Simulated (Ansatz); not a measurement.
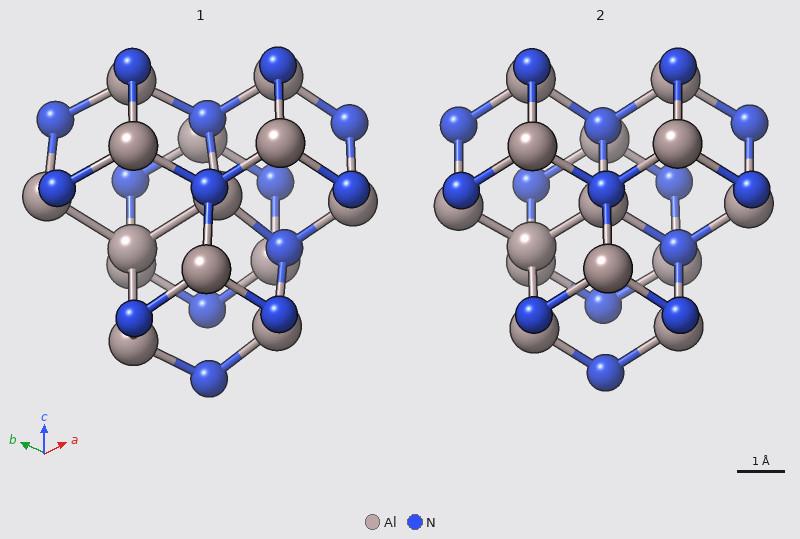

Two geometries of a defect cell of composition Al₃₃N₃₁ (cell charge −2), drawn at one scale. One is the start of a relaxation, the other its converged end. Style: ball-and-stick. Shown: the atoms within 4.2 Å of the atom that moves most (axes of the cell of the calculation (origin shifted)), from a free direction.

Level of theory: DFT, PBEsol, PAW, plane waves in Ansatz. Set-up: plane-wave cutoff 420 eV; k-point mesh 1 × 1 × 1; mesh shifted by (0.25, 0.25, 0.25); no spin polarisation; atoms relaxed in a fixed cell; force threshold 0.03 eV/Å; at most 80 steps.

Question: Which of the two is the end point?

Answer: Structure 1 is the relaxed one. The atom that moves furthest is an Al atom (0.35 Å along [1 −1 1]). By element the largest moves are Al 0.35 Å, N 0.18 Å. The lattice vectors keep their values. Some distances before and after: Al–Al 1.867 → 2.224 Å, Al–Al 1.965 → 2.224 Å, Al–N 1.813 → 1.891 Å, Al–N 1.912 → 1.837 Å. Bond angles that change, for instance: Al–N–Al 112.8° → 101.2°, Al–N–Al 111.0° → 101.2°, Al–Al–N 112.2° → 103.2°. Over 5 geometry steps the energy falls by 7.037 eV per cell of the calculation. The largest force component goes from 6.2 to 0.021 eV/Å. Cost: 28 s on 7 threads of Arm Neoverse-V2, peak memory 1.2 GiB.

Limits of the set-up: the cell is charged, on a uniform background, and energies carry no finite-size correction.
